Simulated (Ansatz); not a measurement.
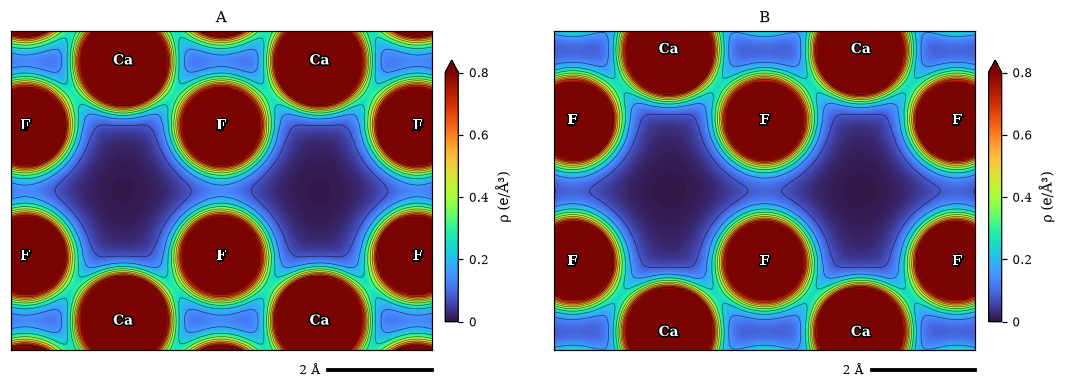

CaF$_{2}$. The valence electron density of two cells that differ in size and shape, on the (011̄) plane of each (indices in the axes of the calculation cell), at one length scale and on one colour scale: B has 12.5 Å³ an atom and A 12.0.

Space group I4/mmm.

These are results of Ansatz 0.2.0, DFT PBE, scalar-relativistic, plane waves, PAW, not measurements.

The larger cell:

```
Ca F
1.0
     0.00000    2.73125    2.51275
     2.73125    0.00000    2.51275
     2.73125    2.73125    0.00000
Ca F
1 2
Direct
  0.00000 0.00000 0.00000
  0.25000 0.25000 0.25000
  0.75000 0.75000 0.75000
```

The smaller cell: a = 3.792 Å, b = 3.792 Å, c = 3.554 Å, α = 62.06°, β = 62.06°, γ = 55.88°.

What changes from the larger cell to the smaller?

Answer. From the larger cell to the smaller, Ca–F goes from 2.30 to 2.27 Å, and the density at its midpoint from 0.26 to 0.28 e/Å³; the pressure goes from 11 to 17 GPa.
